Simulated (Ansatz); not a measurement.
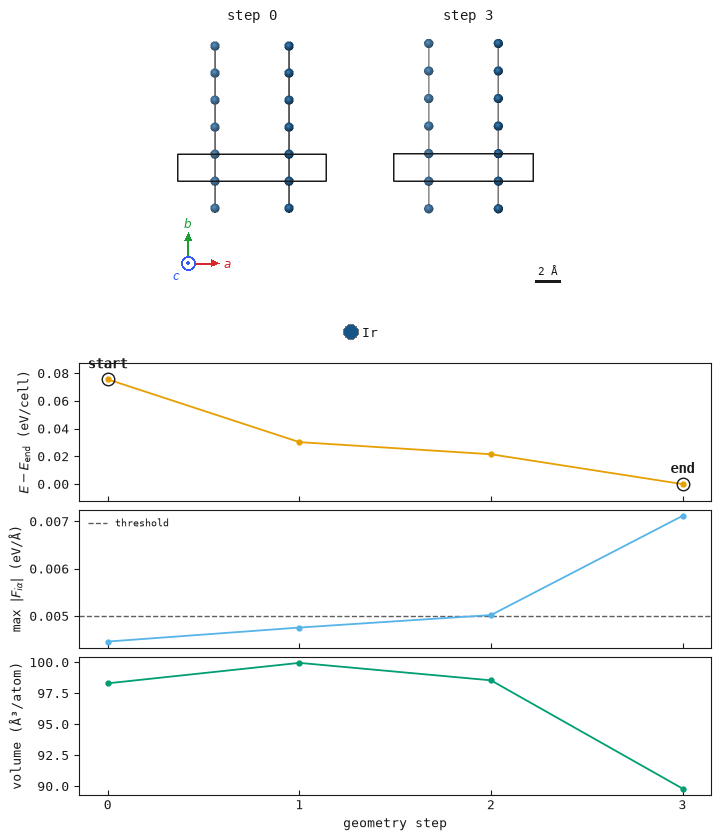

First and last geometry of a relaxation of solid Ir (set up in Pmma), with the history of the run. Style: ball-and-stick. Shown: the cell of the calculation, repeated 1 × 4 × 1 with one cell outlined, along the c axis.

All numbers below come from Ansatz 0.2.0, DFT PBE+D3(BJ), scalar-relativistic, plane waves, PAW. Settings: plane-wave cutoff 420 eV; k-point mesh 4 × 18 × 6; occupations gaussian; smearing width 0.1 eV; collinear spin; cell and atoms relaxed; force threshold 0.005 eV/Å; at most 80 steps.

Question: What do the curves and the structures tell?

Answer: The run was cut off at its time limit before the relaxation converged, so the last structure is only a point on the way. The energy falls by 75.6 meV per cell of the calculation in 3 geometry steps. Largest force component: 0.0045 eV/Å at the start, 0.0071 eV/Å at the end. The pressure goes from 1.36 to −0.13 GPa. The largest moves relative to the cell, 0.13 Å, are those of Ir atoms. The volume changes by −8.6 %, with a 12.238 → 11.503 Å (−6.0 %), b 2.233 → 2.277 Å (+1.9 %), c 7.193 → 6.859 Å (−4.6 %). Near-neighbour distances that change, for instance: Ir–Ir 2.233 → 2.277 Å. The space group stays Pmma (No. 51). The run took 7.6 min on 1 thread of Intel(R) Xeon(R) Platinum 8259CL CPU @ 2.50GHz (Skylake/Cascade Lake) (shared host), peak memory 1.1 GiB.
